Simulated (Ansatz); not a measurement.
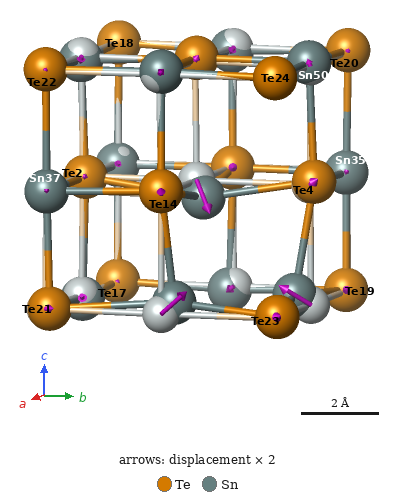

A relaxation of a defect cell of composition Te31Sn31. The starting structure is drawn faded, the final one solid; purple arrows show the displacements, 2 times their true length.

Style: ball-and-stick. Shown: the atoms within 5.8 Å of the atom that moves most (axes of the cell of the calculation (origin shifted)), slightly off an axis.

The atoms of the start lie slightly off their symmetric places, so part of the fall in energy undoes that.

The calculation used DFT, PBEsol, PAW, plane waves (Ansatz 0.2.0). (plane-wave cutoff 420 eV; k-point mesh 1 × 1 × 1; mesh shifted by (0.25, 0.25, 0.25); collinear spin; atoms relaxed in a fixed cell; force threshold 0.03 eV/Å; at most 80 steps)

### Which element moves most?

Tin: up to 0.57 Å, against 0.17 Å for tellurium.

### What happened in the run?

Over 9 geometry steps the energy falls by 0.528 eV per cell of the calculation. The largest force component goes from 0.31 to 0.023 eV/Å. A Sn atom moves most: 0.57 Å along [2 2 −3]. By element the largest moves are Sn 0.57 Å, Te 0.17 Å. The cell doesn't change. Among the contacts that change: Sn–Te 3.142 → 3.646 Å, Sn–Te 3.099 → 3.340 Å, Sn–Te 3.137 → 3.339 Å, Sn–Te 3.078 → 3.231 Å. Among the angles between lasting bonds that change: Te–Sn–Te 178.8° → 161.7°, Te–Sn–Te 90.7° → 80.8°, Te–Sn–Te 89.0° → 96.6°. The program noted that the starting moments weren't kept. The run took 19 s on 1 × NVIDIA GB200 with 8 threads of Arm Neoverse-V2, peak memory 2.4 GiB.
